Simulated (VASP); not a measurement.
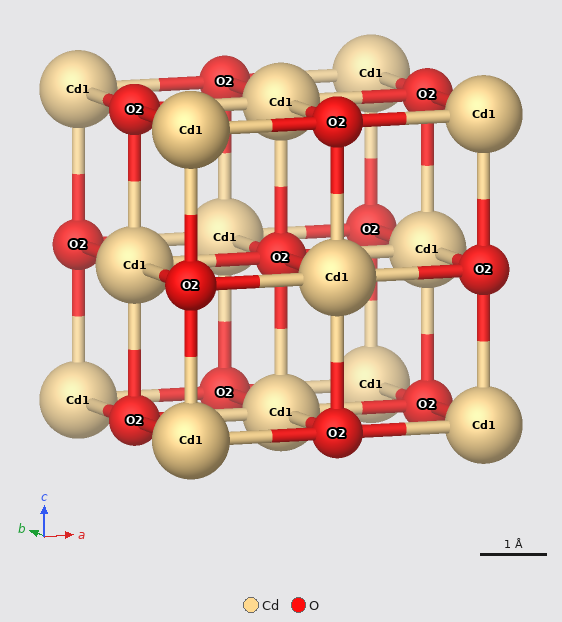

Figure 1. The input geometry of the first run (ball-and-stick view of the cell 4 times as large as that of the calculation, set on its symmetry axes, seen slightly off an axis; atoms are numbered from 1 in the order of the input).

**Two runs on CdO**

System: CdO (Fm-3m, 2 atoms in the cell).
Method of the first run: Kohn-Sham DFT of a periodic cell, PBE, VASP PAW PBE potentials, recommended, no spin polarisation (VASP 6.6.1).

The structure derives from an entry of the Crystallography Open Database. 

**INCAR, the first run**
```
SYSTEM = CdO
PREC = Accurate ; ENCUT = 700
EDIFF = 1E-7 ; ISMEAR = 0
SIGMA = 0.02 ; LREAL = .False.
LASPH = .True. ; NELM = 100
ALGO = Fast ; ISIF = 2
LWAVE = .False. ; LCHARG = .False.
GGA = PE ; NBANDS = 16
```

**KPOINTS, the first run**
```
Automatic mesh
0
Gamma
  12 12 12
  0 0 0
```

**POSCAR, the first run**
```
CdO                                     
1.0
   -0.0000000000      2.3901839524      2.3901839524
    2.3901839524      0.0000000000      2.3901839524
    2.3901839524      2.3901839524     -0.0000000000
  Cd              O             
     1     1
Direct
     0.0000000000000000    0.0000000000000000    0.0000000000000000
     0.5000000000000000    0.5000000000000000    0.5000000000000000
```

Launched with:
```bash
cat potpaw_PBE.64/Cd/POTCAR potpaw_PBE.64/O/POTCAR > POTCAR
mpirun -np 1 vasp_std > vasp.out
```

Hardware: 1 thread of AMD EPYC (Zen 3), 64 GiB of memory available, shared host.

**OSZICAR and lines of OUTCAR (the first run)**
```
N       E                     dE             d eps       ncg     rms          rms(c)
DAV:   1     0.137312823755E+03    0.13731E+03   -0.12247E+04  2376   0.145E+03
DAV:   2    -0.524501465992E+01   -0.14256E+03   -0.12888E+03  2632   0.324E+02
DAV:   3    -0.955624048109E+01   -0.43112E+01   -0.43030E+01  2744   0.609E+01
DAV:   4    -0.956745193302E+01   -0.11211E-01   -0.11211E-01  2904   0.307E+00
DAV:   5    -0.956748461869E+01   -0.32686E-04   -0.32686E-04  2832   0.146E-01    0.987E+00
RMM:   6    -0.788382111877E+01    0.16837E+01   -0.36083E+00  2414   0.107E+01    0.878E+00
RMM:   7    -0.775393289893E+01    0.12989E+00   -0.19112E-01  2424   0.340E+00    0.428E+00
RMM:   8    -0.773598586734E+01    0.17947E-01   -0.80668E-02  2516   0.263E+00    0.608E-01
RMM:   9    -0.773280518871E+01    0.31807E-02   -0.35921E-03  2598   0.550E-01    0.156E-01
RMM:  10    -0.773324365471E+01   -0.43847E-03   -0.31376E-03  2641   0.346E-01    0.201E-01
RMM:  11    -0.773284590968E+01    0.39775E-03   -0.25614E-04  2552   0.960E-02    0.827E-02
RMM:  12    -0.773278123165E+01    0.64678E-04   -0.27598E-04  2567   0.106E-01    0.105E-02
RMM:  13    -0.773277863325E+01    0.25984E-05   -0.68599E-06  2490   0.200E-02    0.310E-03
RMM:  14    -0.773277854060E+01    0.92645E-07   -0.93216E-07  2244   0.745E-03
   1 F= -.77327785E+01 E0= -.77327644E+01  d E =-.282654E-04
[... from OUTCAR:]
  free energy    TOTEN  =        -7.73277854 eV
  energy without entropy =       -7.73275028  energy(sigma->0) =       -7.73276441
 E-fermi :   1.5808     XC(G=0): -11.4101     alpha+bet : -8.1281
  free  energy   TOTEN  =        -7.7327785406 eV
  energy  without entropy=       -7.7327502752  energy(sigma->0) =       -7.73276441
```

For the second run the input was changed thus:
```diff
-   -0.0000000000      2.3901839524      2.3901839524
-    2.3901839524      0.0000000000      2.3901839524
-    2.3901839524      2.3901839524     -0.0000000000
+   -0.0000000000      2.4138506792      2.4138506792
+    2.4138506792      0.0000000000      2.4138506792
+    2.4138506792      2.4138506792     -0.0000000000
```

What does this change do to the results?

With the same functional and potentials, the second run lies 3.9 meV per atom higher. The pressure goes from 0.01 to −3.49 GPa. The volume per atom goes from 13.66 to 14.06 Å³. The cell is scaled evenly with the atoms at fixed fractional positions, so −ΔP/Δ ln V estimates the bulk modulus midway between the two volumes: about 120 GPa. The SCF takes 15 iterations against 14. The plane waves at Γ go from 1174.0 to 1243.0.

**OSZICAR and lines of OUTCAR (the second run)**
```
N       E                     dE             d eps       ncg     rms          rms(c)
DAV:   1     0.136600306822E+03    0.13660E+03   -0.12141E+04  2400   0.144E+03
DAV:   2    -0.502024090809E+01   -0.14162E+03   -0.12888E+03  2592   0.320E+02
DAV:   3    -0.956531836177E+01   -0.45451E+01   -0.45353E+01  2816   0.619E+01
DAV:   4    -0.957848223214E+01   -0.13164E-01   -0.13164E-01  2864   0.318E+00
DAV:   5    -0.957852245792E+01   -0.40226E-04   -0.40226E-04  2888   0.155E-01    0.957E+00
RMM:   6    -0.789371810343E+01    0.16848E+01   -0.36915E+00  2414   0.108E+01    0.842E+00
RMM:   7    -0.774693705937E+01    0.14678E+00   -0.21304E-01  2416   0.348E+00    0.405E+00
RMM:   8    -0.772841599880E+01    0.18521E-01   -0.90340E-02  2512   0.275E+00    0.556E-01
RMM:   9    -0.772499307623E+01    0.34229E-02   -0.36916E-03  2595   0.551E-01    0.174E-01
RMM:  10    -0.772554412443E+01   -0.55105E-03   -0.40176E-03  2646   0.386E-01    0.226E-01
RMM:  11    -0.772498142903E+01    0.56270E-03   -0.44641E-04  2541   0.122E-01    0.766E-02
RMM:  12    -0.772493416242E+01    0.47267E-04   -0.28039E-04  2558   0.107E-01    0.136E-02
RMM:  13    -0.772493010711E+01    0.40553E-05   -0.82512E-06  2520   0.203E-02    0.319E-03
RMM:  14    -0.772493005501E+01    0.52097E-07   -0.11748E-06  2251   0.781E-03    0.308E-03
RMM:  15    -0.772493004268E+01    0.12332E-07   -0.13414E-07  1744   0.317E-03
   1 F= -.77249300E+01 E0= -.77249157E+01  d E =-.286203E-04
[... from OUTCAR:]
  free energy    TOTEN  =        -7.72493004 eV
  energy without entropy =       -7.72490142  energy(sigma->0) =       -7.72491573
 E-fermi :   1.3260     XC(G=0): -11.2475     alpha+bet : -7.8914
  free  energy   TOTEN  =        -7.7249300427 eV
  energy  without entropy=       -7.7249014224  energy(sigma->0) =       -7.72491573
```

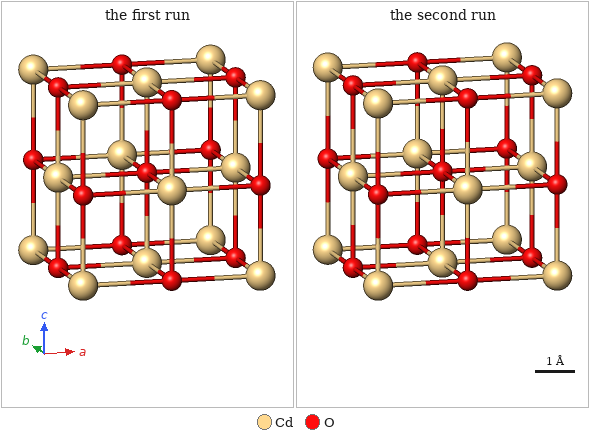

Figure 2. The two input geometries at one scale (ball-and-stick view of the cell 4 times as large as that of the calculation, set on its symmetry axes, seen slightly off an axis). No atom moves by more than 0.005 Å relative to the cell. Cell: a = b = c 4.780 → 4.828 Å (+1.0 %). Volume +3.0 %. Among the contacts that change: Cd–O 2.390 → 2.414 Å.

**The two runs side by side**

| quantity | the first run | the second run |
| --- | --- | --- |
| outcome | converged | converged |
| free energy per atom (eV) | −3.8664 | −3.8625 |
| gap on the mesh (eV) | 0.00 | 0.00 |
| pressure (GPa) | 0.01 | −3.49 |
| volume per atom (Å³) | 13.66 | 14.06 |
| largest force (eV/Å) | 0.000 | 0.000 |
| SCF iterations | 14 | 15 |
| irreducible k-points | 72 | 72 |
| plane waves at Γ | 1174 | 1243 |
